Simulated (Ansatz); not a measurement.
```yaml
crystal:
  lattice:
    - [5.86100, 0.00000, 0.00000]
    - [0.00000, 0.00000, -5.86100]
    - [0.00000, 5.86100, 0.00000]
  atoms:
    - { symbol: In, position: [0.50000, 0.50000, 0.00000] }
    - { symbol: In, position: [0.00000, 0.50000, 0.50000] }
    - { symbol: In, position: [0.00000, 0.00000, 0.00000] }
    - { symbol: In, position: [0.50000, 0.00000, 0.50000] }
    - { symbol: P, position: [0.75000, 0.75000, 0.25000] }
    - { symbol: P, position: [0.25000, 0.75000, 0.75000] }
    - { symbol: P, position: [0.25000, 0.25000, 0.25000] }
    - { symbol: P, position: [0.75000, 0.25000, 0.75000] }
```

Space group F-43m; computed pressure about 3 GPa in this cell.

Theory: DFT PBE, scalar-relativistic, plane waves, PAW in Ansatz.

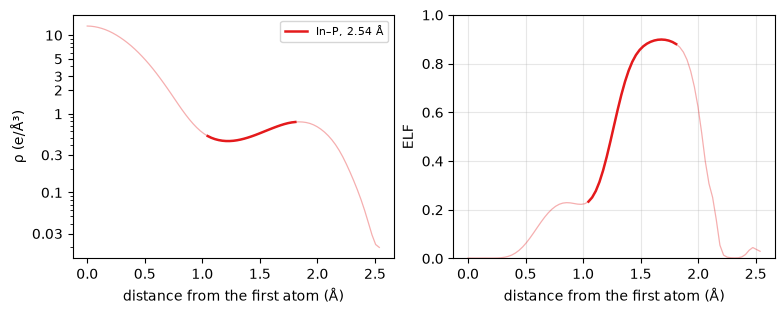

InP. Valence charge density (pseudo) and electron localisation function along straight lines between neighbouring atoms. Thin, pale parts lie inside the atomic spheres.

Core electrons are frozen (PAW), and the valence fields are smoothed inside the atomic spheres.

What can be read from the curves?

In–P (2.54 Å): ρ is about 0.45 e/Å³ halfway; the ELF peaks at about 0.90 in the valence shell of P, 0.9 Å from its nucleus, and is about 0.55 at the midpoint.
